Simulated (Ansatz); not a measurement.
## B2P: geometry relaxation (part 2 of 2)

The same run, continued: B2P (P6₃/mmc, 6 atoms in the cell); DFT r2SCAN, scalar-relativistic, plane waves, PAW, no spin polarisation (Ansatz 0.2.0); cutoff 500 eV, 12×12×10 k-mesh, Gaussian smearing of 0.1 eV. The structure was made by swapping elements on the sites of another compound; it need not be a known phase. It belongs to a series of runs on one base structure; here: Bi -> P, In -> B on all its sites, cell and atoms relaxed.

Geometry of the input (Å; fractional positions):
```
4.0937  0.0000  0.0000
-2.0469  3.5453  0.0000
0.0000  0.0000  3.8287
B  0.0000  0.0000  0.0000
B  0.0000  0.0000  0.5000
B  0.3333  0.6667  0.7500
B  0.6667  0.3333  0.2500
P  0.3333  0.6667  0.2500
P  0.6667  0.3333  0.7500
```

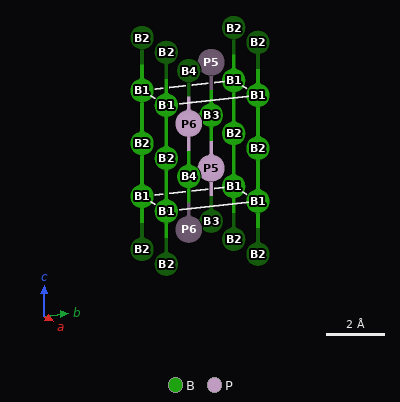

The geometry at step 5 of the log (ball-and-stick view of the cell of the calculation, seen slightly off an axis; neighbours outside the cell are drawn fainter; atoms are numbered from 1 in the order of the input).

## What the program printed, continued
```
SCF iter   1: F=—  HF=-2135.125916 eV  |F-HF|=—  |Δ(HF+E_count)|=         —  Δρ=1.76e-4  dr2=1.64e-5  dr2_τ=3.40e-6  ethr=7.17e-8  ⟨swp⟩=2.0  Hψ=12760  notcnv=0
preconditioner: auto → none  [metal: Δε(μ)=0.008 eV  Ē_g=9.674 eV  σ=0.100 eV  W_gap=0.05  n_scr=8 (ndim 8)  ℏωp=22.5 eV  f_vac=0.000  D(μ)=1.34/eV (n_scr^D=8)]
SCF iter   2: F=—  HF=-2135.125932 eV  |F-HF|=—  |Δ(HF+E_count)|=   1.58e-5  Δρ=7.06e-5  dr2=2.33e-6  dr2_τ=9.82e-8  ethr=7.17e-8  ⟨swp⟩=2.0  Hψ=3177  notcnv=0
SCF iter   3: F=—  HF=-2135.125932 eV  |F-HF|=—  |Δ(HF+E_count)|=   1.07e-7  Δρ=3.30e-5  dr2=7.40e-7  dr2_τ=3.17e-8  ethr=1.06e-8  ⟨swp⟩=2.4  Hψ=2950  notcnv=0
SCF iter   4: F=-2135.125932 eV  HF=-2135.125932 eV  |F-HF|=1.11e-8  |Δ(HF+E_count)|=   5.28e-8  Δρ=8.71e-6  dr2=2.78e-8  dr2_τ=8.21e-10  ethr=1.49e-9  ⟨swp⟩=9.4  Hψ=13076  notcnv=0
SCF 9 converged in 4 iterations: F = -2135.125932 eV  dr2 = 2.78e-8
relax step   9: F+E_penalty+E_count = -2135.12593179 eV  Δ(F+E_penalty+E_count) = -1.257e-4 eV  max|allowed force component| = 1.496e-16 eV/Å  Δτ_max = 0.0000 Å  P = -0.065 GPa  Ω = 60.126 Å³  energy of the carried Pulay correction = -6.816e-4 eV  (4 SCF iters, dr2 threshold 3.28e-7 eV, accepted)
Basis set: ecut = 500 eV, 1519 PW (Γ), exchange–correlation on 128×128×108 points (64 copies of the dense FFT grid, shifted against one another)
Initial wavefunctions: pseudopotential atomic-orbital guess (no wavefunctions were taken with the density)
iter 1 solved again at ethr=3.95e-7 eV; its pass at ethr=3.10e-3 eV (dr2=8.69e-5 eV) is discarded
SCF iter   1: F=—  HF=-2135.126967 eV  |F-HF|=—  |Δ(HF+E_count)|=         —  Δρ=9.22e-5  dr2=4.82e-7  dr2_τ=2.31e-6  ethr=3.95e-7  ⟨swp⟩=3.0  Hψ=16914  notcnv=0
preconditioner: auto → none  [metal: Δε(μ)=0.008 eV  Ē_g=9.673 eV  σ=0.100 eV  W_gap=0.04  n_scr=8 (ndim 8)  ℏωp=22.5 eV  f_vac=0.000  D(μ)=1.34/eV (n_scr^D=8)]
SCF iter   2: F=—  HF=-2135.126976 eV  |F-HF|=—  |Δ(HF+E_count)|=   8.33e-6  Δρ=4.83e-5  dr2=1.30e-7  dr2_τ=8.51e-8  ethr=2.19e-9  ⟨swp⟩=2.0  Hψ=3224  notcnv=0
SCF iter   3: F=—  HF=-2135.126979 eV  |F-HF|=—  |Δ(HF+E_count)|=   3.11e-6  Δρ=7.26e-6  dr2=5.76e-8  dr2_τ=1.99e-9  ethr=5.93e-10  ⟨swp⟩=2.0  Hψ=3226  notcnv=0
SCF iter   4: F=—  HF=-2135.126979 eV  |F-HF|=—  |Δ(HF+E_count)|=   1.89e-8  Δρ=2.64e-6  dr2=3.38e-9  dr2_τ=1.79e-10  ethr=2.62e-10  ⟨swp⟩=2.3  Hψ=2937  notcnv=0
SCF iter   5: F=-2135.126979 eV  HF=-2135.126979 eV  |F-HF|=2.09e-10  |Δ(HF+E_count)|=   5.66e-9  Δρ=5.86e-7  dr2=1.40e-10  dr2_τ=8.47e-12  ethr=1.09e-12  ⟨swp⟩=6.2  Hψ=12337  notcnv=0
SCF 10 converged in 5 iterations: F = -2135.126979 eV  dr2 = 1.40e-10
relax step  10: F+E_penalty+E_count = -2135.12697894 eV  Δ(F+E_penalty+E_count) = -1.047e-3 eV  max|allowed force component| = 1.958e-16 eV/Å  Δτ_max = 0.0000 Å  P = -0.051 GPa  Ω = 60.126 Å³  stress off target by 6.74e-2 GPa  SCF on the basis re-selected at this cell (its energy is not comparable with the rows above)  (5 SCF iters)
```

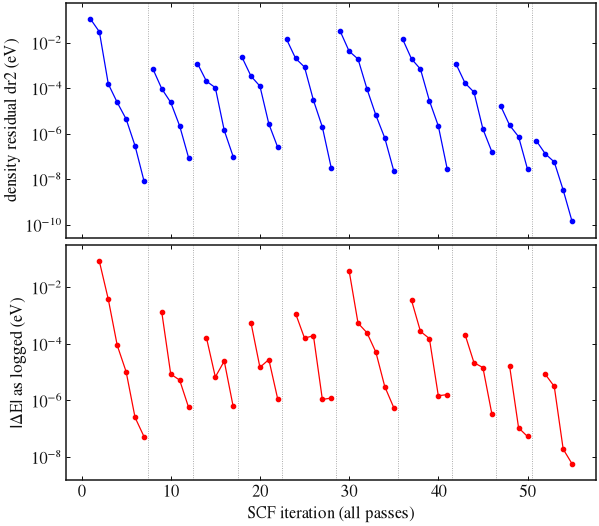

Convergence of the self-consistent field: density residual dr2 and size of the energy change against the SCF iteration. The dotted lines part the SCF passes of the relaxation: geometry steps, rejected trials and re-solves on a re-selected basis. The 10 passes take 4 to 7 iterations each, 55 in all.

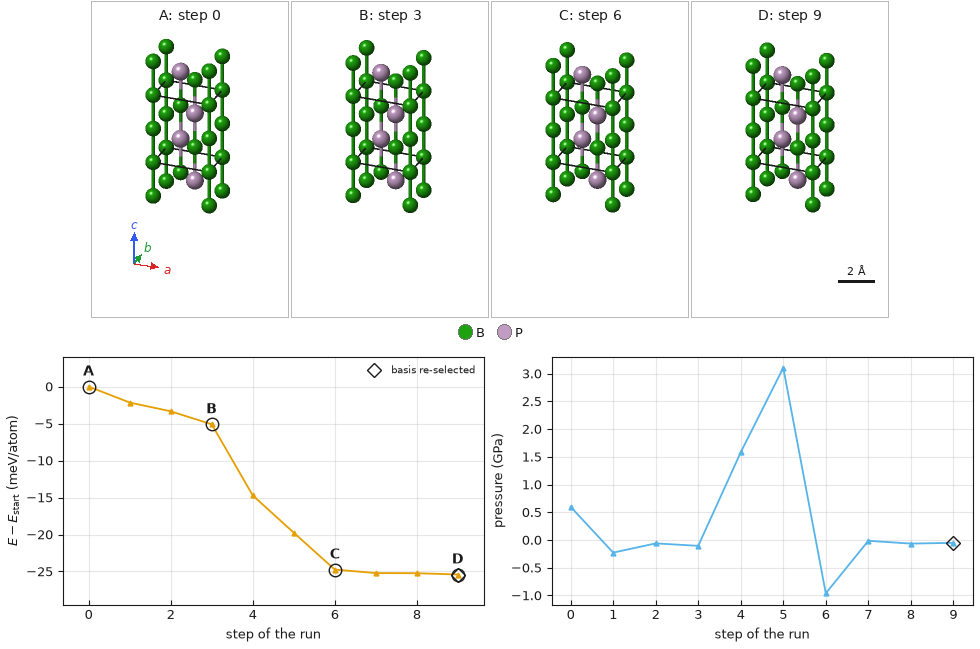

Frames of the relaxation (ball-and-stick view of the cell of the calculation, with bonded neighbours outside it, seen slightly off an axis) above the curves, on which the letters mark them (the first geometry is step 0 here and step 1 in the log).

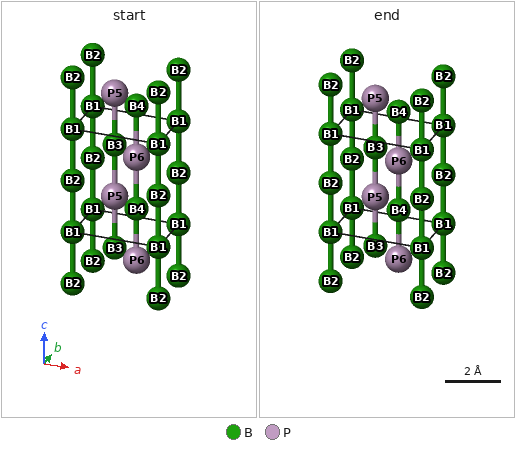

Before (left) and after (right) the relaxation, at one scale (ball-and-stick view of the cell of the calculation, with bonded neighbours outside it, seen slightly off an axis). No atom moves by more than 0.005 Å relative to the cell. The volume changes by +8.2 %, with a = b 4.094 → 4.360 Å (+6.5 %), c 3.829 → 3.652 Å (−4.6 %). Distances before and after: B1–B2 1.914 → 1.826 Å, B3–P5 1.914 → 1.826 Å. The space group stays P6_3/mmc (No. 194). Over 8 geometry steps the energy falls by 25.2 meV per atom. All forces vanish by symmetry, so only the cell relaxes. Pressure: 0.60 GPa at the start and −0.05 GPa at the end. A last SCF at the same geometry on a re-selected plane-wave basis shifts the energy by −0.2 meV per atom. (Atoms are counted from 1 in the order of the input.)

```
basis re-selected at this cell: Δ(F+E_penalty+E_count) = -1.047e-3 eV, ΔP = +0.014 GPa vs the last step (what re-selecting the basis moved, of the pressure what is left beyond the Pulay correction that the steps carried, after the strain that the cell walked since its last selection, with what the two solves' SCF thresholds leave and, on support functions, any second-order correction that the steps lacked; it is no measure of the basis error at this ecutwfc). The dense FFT grid was sized anew with the basis: this SCF ran on 32×32×27 points, the steps before it on 30×30×30, so part of this shift can come from that change (see relax.cell in the input reference). This SCF's stress stands 6.74e-2 GPa from its target on what of the cell is left free (relax.cell.stress_tol is 1.00e-1 GPa) and its largest allowed force component is 1.96e-16 eV/Å (relax.f_tol is 1.00e-2 eV/Å): within both
SCF converged after 5 iterations
Free energy (F): -2135.126979 eV
Harris-Foulkes:  -2135.126979 eV  (|F-HF|=2.09e-10)
Internal energy: -2135.120296 eV  (E = F + TS)
E sigma→0 (E₀):  -2135.123637 eV
Entropy (-TS):   -0.006683 eV (-1.114 meV/atom)
Fermi energy:    10.414954 eV
--- Per-component energies (eV) ---
  E_band       = 74.929530
  E_kinetic    = 320.577257
  E_local      = -99.810275  (includes V_loc(G=0)·N_el)
  E_nonlocal   = 115.369613
  E_hartree    = 20.575099
  E_xc         = -237.848339
  E_vxc        = -290.931685  (∫ρ·V_xc dr)
  E_paw        = -1470.902081  (= ΣΔE_a)
  E_vpaw       = -26.069555  (= ΣTr[D̂ρ^β])
  E_aug_tail   = -0.000003  (compensation charges beyond the density's cutoff)
  E_vtau       = 14.643934  (kinetic-family band-sum trace: ∫τ·v_τ [+ j·A + Jᵃ·Aᵃ] dr)
  E_ewald      = -782.826114
  E_core_change = -0.255453  (= ΣΔE_core)
  E_smearing   = -0.006683  (= −TS)
  E_closure    = 0.000000  (closes the sum)
  Σ components = -2135.126979   (vs F -2135.126979, Δ=0.00e0)
--- Forces (eV/Å), atoms counted from 1 ---
  atom   1  B     -0.00000000     0.00000000     0.00000000
  atom   2  B      0.00000000     0.00000000    -0.00000000
  atom   3  B      0.00000000    -0.00000000     0.00000000
  atom   4  B     -0.00000000     0.00000000    -0.00000000
  atom   5  P      0.00000000    -0.00000000     0.00000000
  atom   6  P     -0.00000000     0.00000000    -0.00000000
  max |Σ_I F_I| component: 4.63e-17 eV/Å
--- Stress (GPa, compression-positive) ---
       -0.043190       0.000000       0.000000
        0.000000      -0.043190      -0.000000
        0.000000      -0.000000      -0.067422
  P = ⅓ Tr σ = -0.0513 GPa (-0.513 kbar)
--- Band table (eV; the first three rows and the last of 114) ---
  k-point 0: bands = ["-6.8072", "-0.1779", "2.0711", "2.6285", "3.8594", "3.8594", "4.0637", "4.7778", "4.7778", "5.5287", "9.6011", "13.0278", "13.0278", "13.6101", "14.5018", "14.8912", "14.8912"]
  k-point 1: bands = ["-6.7088", "-0.3429", "1.5057", "2.6863", "3.9691", "3.9691", "4.7300", "4.8894", "4.8894", "5.3135", "9.6051", "12.2092", "12.2092", "13.5572", "13.5572", "14.0301", "14.8275"]
  k-point 2: bands = ["-6.4141", "-1.0837", "1.1198", "2.8472", "4.2976", "4.2976", "4.7745", "5.2234", "5.2234", "5.4129", "10.0646", "10.7033", "10.7033", "11.8291", "11.8291", "15.0839", "15.6672"]
  k-point 113: bands = ["-2.7164", "-2.7164", "-0.5484", "-0.5484", "0.4646", "0.4646", "8.5846", "8.5846", "8.6044", "8.6044", "8.7543", "8.7543", "15.5091", "15.5091", "15.5179", "15.5179", "15.7142"]
--- Relaxed structure (9 steps of the walk, 9 accepted, 1 SCFs on fresh bases) ---
  F+E_penalty+E_count = -2135.12697894 eV   max|allowed force component| = 1.958e-16 eV/Å   (the final SCF, on the basis selected at the relaxed cell)
  cell:  # Å, volume = 60.1258 Å³
    - [4.360284678502741, -8.746536374104595e-33, 0.0]
    - [-2.1801423392513706, 3.776117299315438, 0.0]
    - [0.0, 0.0, 3.6517450293133007]
  atoms:
    - { symbol: B, position: [1.5132263638293926e-34, 1.886244712307409e-34, 8.73310671663687e-38] }
    - { symbol: B, position: [1.1225851537197424e-34, 1.6146254737351421e-34, 0.5000000000000001] }
    - { symbol: B, position: [0.3333333333333333, 0.6666666666666666, 0.7500000000000001] }
    - { symbol: B, position: [0.6666666666666666, 0.3333333333333333, 0.25000000000000006] }
    - { symbol: P, position: [0.3333333333333333, 0.6666666666666666, 0.25000000000000006] }
    - { symbol: P, position: [0.6666666666666666, 0.3333333333333333, 0.7500000000000001] }
```

## Trajectory as extended XYZ (Å, eV, eV/Å), 10 frames, from step=1 to step=10
```
6
Lattice="4.0937 0.0000 0.0000 -2.0469 3.5453 0.0000 0.0000 0.0000 3.8287" Properties=species:S:1:pos:R:3:forces:R:3 step=1 energy=-2134.97452 pressure_GPa=0.60
B     0.0000    0.0000    0.0000    0.0000   0.0000   0.0000
B     0.0000    0.0000    1.9143    0.0000   0.0000   0.0000
B     0.0000    2.3635    2.8715    0.0000   0.0000   0.0000
B     2.0469    1.1818    0.9572    0.0000   0.0000   0.0000
P     0.0000    2.3635    0.9572    0.0000   0.0000   0.0000
P     2.0469    1.1818    2.8715    0.0000   0.0000   0.0000
6
Lattice="4.1211 0.0000 0.0000 -2.0606 3.5690 0.0000 0.0000 0.0000 3.8174" Properties=species:S:1:pos:R:3:forces:R:3 step=2 energy=-2134.98747 pressure_GPa=-0.23
B     0.0000    0.0000    0.0000    0.0000   0.0000   0.0000
B     0.0000    0.0000    1.9087    0.0000   0.0000   0.0000
B     0.0000    2.3793    2.8630    0.0000   0.0000   0.0000
B     2.0606    1.1897    0.9543    0.0000   0.0000   0.0000
P     0.0000    2.3793    0.9543    0.0000   0.0000   0.0000
P     2.0606    1.1897    2.8630    0.0000   0.0000   0.0000
6
Lattice="4.1429 0.0000 0.0000 -2.0715 3.5879 0.0000 0.0000 0.0000 3.7966" Properties=species:S:1:pos:R:3:forces:R:3 step=3 energy=-2134.99458 pressure_GPa=-0.06
B     0.0000    0.0000    0.0000    0.0000   0.0000   0.0000
B     0.0000    0.0000    1.8983    0.0000   0.0000   0.0000
B     0.0000    2.3919    2.8475    0.0000   0.0000   0.0000
B     2.0715    1.1960    0.9492    0.0000   0.0000   0.0000
P     0.0000    2.3919    0.9492    0.0000   0.0000   0.0000
P     2.0715    1.1960    2.8475    0.0000   0.0000   0.0000
6
Lattice="4.1755 0.0000 0.0000 -2.0878 3.6161 0.0000 0.0000 0.0000 3.7692" Properties=species:S:1:pos:R:3:forces:R:3 step=4 energy=-2135.00513 pressure_GPa=-0.11
B     0.0000    0.0000    0.0000    0.0000   0.0000   0.0000
B     0.0000    0.0000    1.8846    0.0000   0.0000   0.0000
B     0.0000    2.4108    2.8269    0.0000   0.0000   0.0000
B     2.0878    1.2054    0.9423    0.0000   0.0000   0.0000
P     0.0000    2.4108    0.9423    0.0000   0.0000   0.0000
P     2.0878    1.2054    2.8269    0.0000   0.0000   0.0000
6
Lattice="4.2356 0.0000 0.0000 -2.1178 3.6681 0.0000 0.0000 0.0000 3.7006" Properties=species:S:1:pos:R:3:forces:R:3 step=5 energy=-2135.06285 pressure_GPa=1.58
B     0.0000    0.0000    0.0000    0.0000   0.0000   0.0000
B     0.0000    0.0000    1.8503    0.0000   0.0000   0.0000
B     0.0000    2.4454    2.7755    0.0000   0.0000   0.0000
B     2.1178    1.2227    0.9252    0.0000   0.0000   0.0000
P     0.0000    2.4454    0.9252    0.0000   0.0000   0.0000
P     2.1178    1.2227    2.7755    0.0000   0.0000   0.0000
6
Lattice="4.3933 0.0000 0.0000 -2.1967 3.8048 0.0000 0.0000 0.0000 3.6006" Properties=species:S:1:pos:R:3:forces:R:3 step=6 energy=-2135.09306 pressure_GPa=3.10
B     0.0000    0.0000    0.0000    0.0000   0.0000   0.0000
B     0.0000    0.0000    1.8003    0.0000   0.0000   0.0000
B     0.0000    2.5365    2.7004    0.0000   0.0000   0.0000
B     2.1967    1.2683    0.9001    0.0000   0.0000   0.0000
P     0.0000    2.5365    0.9001    0.0000   0.0000   0.0000
P     2.1967    1.2683    2.7004    0.0000   0.0000   0.0000
6
Lattice="4.3506 0.0000 0.0000 -2.1753 3.7677 0.0000 0.0000 0.0000 3.6682" Properties=species:S:1:pos:R:3:forces:R:3 step=7 energy=-2135.12297 pressure_GPa=-0.96
B     0.0000    0.0000    0.0000    0.0000   0.0000   0.0000
B     0.0000    0.0000    1.8341    0.0000   0.0000   0.0000
B     0.0000    2.5118    2.7512    0.0000   0.0000   0.0000
B     2.1753    1.2559    0.9171    0.0000   0.0000   0.0000
P     0.0000    2.5118    0.9171    0.0000   0.0000   0.0000
P     2.1753    1.2559    2.7512    0.0000   0.0000   0.0000
6
Lattice="4.3639 0.0000 0.0000 -2.1819 3.7792 0.0000 0.0000 0.0000 3.6494" Properties=species:S:1:pos:R:3:forces:R:3 step=8 energy=-2135.12581 pressure_GPa=-0.01
B     0.0000    0.0000    0.0000    0.0000   0.0000   0.0000
B     0.0000    0.0000    1.8247    0.0000   0.0000   0.0000
B     0.0000    2.5195    2.7371    0.0000   0.0000   0.0000
B     2.1819    1.2597    0.9124    0.0000   0.0000   0.0000
P     0.0000    2.5195    0.9124    0.0000   0.0000   0.0000
P     2.1819    1.2597    2.7371    0.0000   0.0000   0.0000
6
Lattice="4.3603 0.0000 0.0000 -2.1801 3.7761 0.0000 0.0000 0.0000 3.6517" Properties=species:S:1:pos:R:3:forces:R:3 step=9 energy=-2135.12593 pressure_GPa=-0.07
B     0.0000    0.0000    0.0000    0.0000   0.0000   0.0000
B     0.0000    0.0000    1.8259    0.0000   0.0000   0.0000
B     0.0000    2.5174    2.7388    0.0000   0.0000   0.0000
B     2.1801    1.2587    0.9129    0.0000   0.0000   0.0000
P     0.0000    2.5174    0.9129    0.0000   0.0000   0.0000
P     2.1801    1.2587    2.7388    0.0000   0.0000   0.0000
6
Lattice="4.3603 0.0000 0.0000 -2.1801 3.7761 0.0000 0.0000 0.0000 3.6517" Properties=species:S:1:pos:R:3:forces:R:3 step=10 energy=-2135.12698 pressure_GPa=-0.05
B     0.0000    0.0000    0.0000    0.0000   0.0000   0.0000
B     0.0000    0.0000    1.8259    0.0000   0.0000   0.0000
B     0.0000    2.5174    2.7388    0.0000   0.0000   0.0000
B     2.1801    1.2587    0.9129    0.0000   0.0000   0.0000
P     0.0000    2.5174    0.9129    0.0000   0.0000   0.0000
P     2.1801    1.2587    2.7388    0.0000   0.0000   0.0000
```

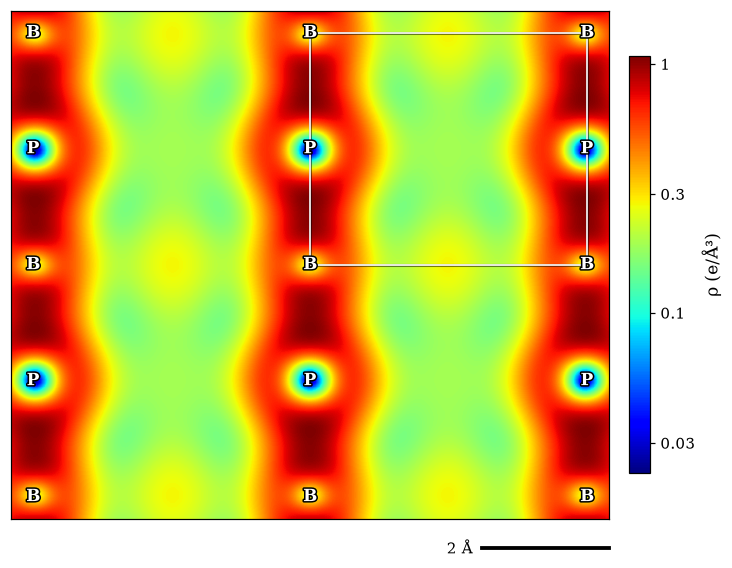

Valence pseudo-density on the (100) plane of the conventional cell. B–P (1.83 Å): ρ at the midpoint is about 1.1 e/Å³. Away from the nuclei the density in this plane falls to 0.15 e/Å³ at its lowest. Core electrons are frozen (PAW), so the fields are smoothed inside the atomic spheres.

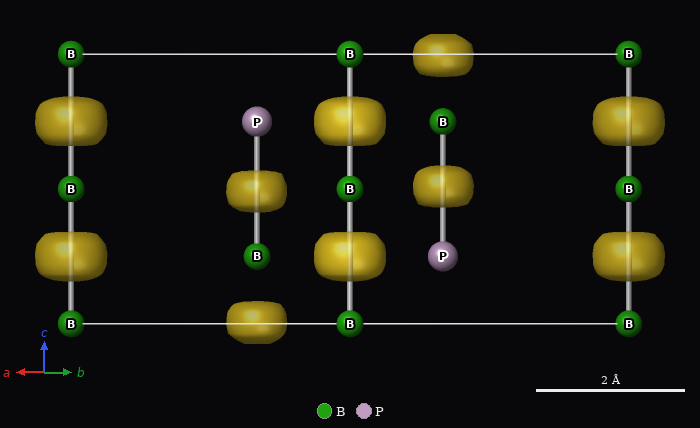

Isosurface of the electron localisation function at 0.85 (yellow), seen along [110]. Core shells and regions of very low density are left out. Sticks mark near contacts. The outline is the cell set on symmetry axes. The ELF exceeds this value in two regions between bonded B–B atoms (shared pairs) and four regions between bonded B–P atoms (shared pairs), counted in one cell of 6 atoms. Profiles from the grid: B–B (1.83 Å): the ELF peaks at about 0.95 between the atoms (localised, shared-pair bonding).
